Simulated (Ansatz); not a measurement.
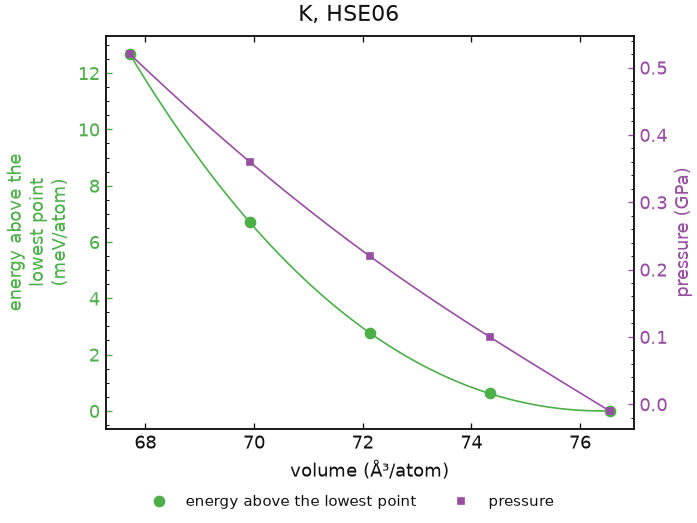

How it was computed, with Ansatz 0.2.0 development build: equation of state of a cubic crystal from periodic Kohn-Sham density functional theory without spin, third-order Birch-Murnaghan fit to the free energies; pressure corrected for the finite basis. Level: HSE06.

| setting | value |
| --- | --- |
| structure type | bcc |
| atoms in cell | 1 |
| space group number | 229 |
| lattice centring | body-centred primitive |
| k mesh | 6×6×6 |
| occupation method | Fermi–Dirac |
| occupation width | 0.1 eV |
| wave cutoff | 390 eV |
| datasets | hand-made PAW |
| density tolerance | 0 eV |
| bands | 9 |
| density cutoff ratio | 4 |
| search for lower states | default |
| exchange singularity | regularized |

Figure. Energy above the lowest point and pressure against volume for K, space group Im-3m (No. 229) (one of a set of cubic test structures, which need not be the stable phase).

A third-order Birch–Murnaghan fit gives V0 = 76.40 Å³/atom, B0 = 3.39 GPa and B′ = 3.8. The energy above the lowest point falls from 12.7 meV/atom at volume 67.71 Å³/atom to 0.0 meV/atom at 76.54 Å³/atom. The pressure falls from 0.52 GPa at volume 67.71 Å³/atom to −0.01 GPa at 76.54 Å³/atom, and changes sign near 76.3 Å³/atom.

Keep in mind: modest k-mesh, values are not fully converged in k.
